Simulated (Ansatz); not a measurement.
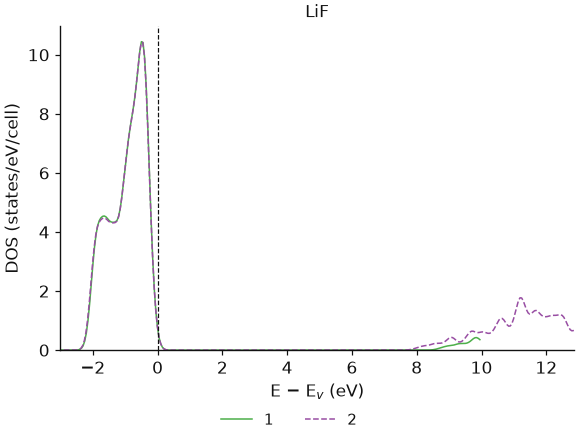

Total densities of states of LiF, space group P2_1, 4 atoms in the cell, wurtzite type, shear (xy) strain +4.4%, by two methods on the same cell. The curves are built from the levels of the k mesh with Gaussians 0.3 eV wide, which also blur the band edges. Each is counted from its own valence-band top.

**Which curve is which? The methods: PBE, r2SCAN.**

1 is r2SCAN; 2 is PBE. r2SCAN gives a gap of 8.58 eV and PBE gives a gap of 7.85 eV.

Settings. r2SCAN: DFT, r2SCAN, plane waves, PAW, no spin polarisation, 12×12×6 k mesh, 500 eV cutoff (Ansatz 0.2.0). PBE: DFT, PBE, plane waves, PAW, no spin polarisation, 12×12×6 k mesh, 420 eV cutoff, Fermi-Dirac smearing of 0.02 eV (Ansatz).
